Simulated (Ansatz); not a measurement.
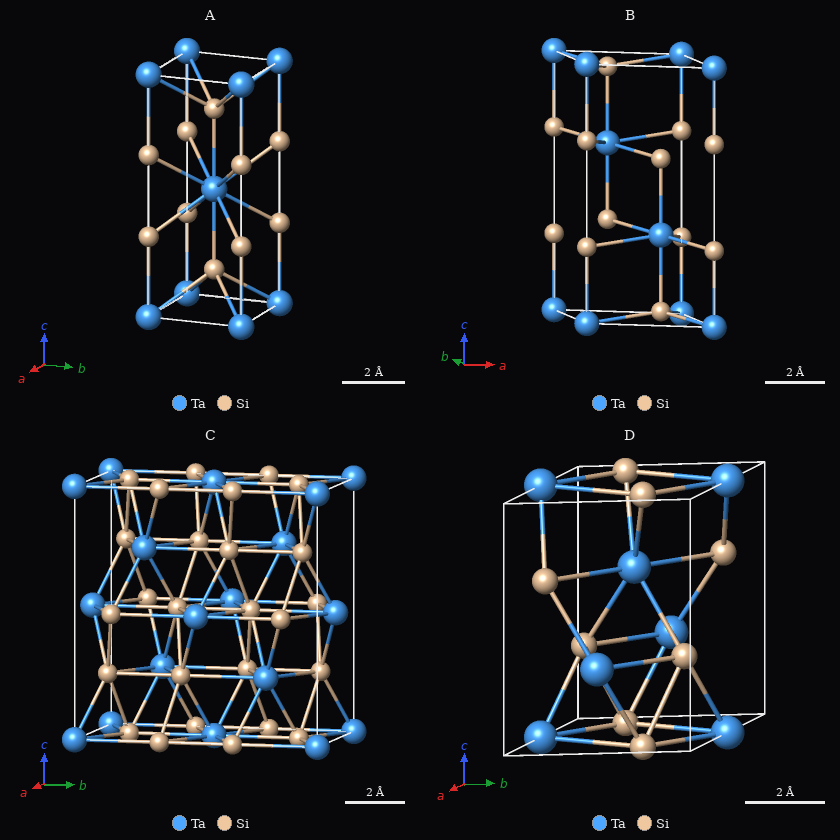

Four structures of TaSi2, each relaxed to rest (conventional cells in solid outline, small ones repeated, each panel with its own scale). Method: DFT PBE, scalar-relativistic, plane waves, PAW (Ansatz 0.2.0), without spin polarisation.

### Name the structure in each panel.

A: 6 atoms a cell on a body-centred tetragonal lattice, I4/mmm; B: 9 atoms a cell on a rhombohedral (trigonal R) lattice, R-3m; C: 24 atoms a cell on a face-centred orthorhombic lattice, Fddd; D: 9 atoms a cell on a primitive hexagonal lattice, P6_422.

### Which of these is lowest in energy, and how far above it do the others lie?

D, then C (+32 meV/atom), A (+71 meV/atom) and B (+841 meV/atom), energies at zero smearing.

### Collect the results in a table.

| panel | structure | E − E(lowest) (meV/atom) | volume (Å³/atom) | gap (eV) |
| --- | --- | --- | --- | --- |
| D | P6_422 | 0 | 14.7 | metal |
| C | Fddd | 32 | 14.8 | metal |
| A | I4/mmm | 71 | 14.8 | metal |
| B | R-3m | 841 | 17.6 | metal |

Some of these may be structure types tried for this composition rather than known phases, and the most stable form need not be among them. Gaps are taken on the k-mesh or band path of each run.
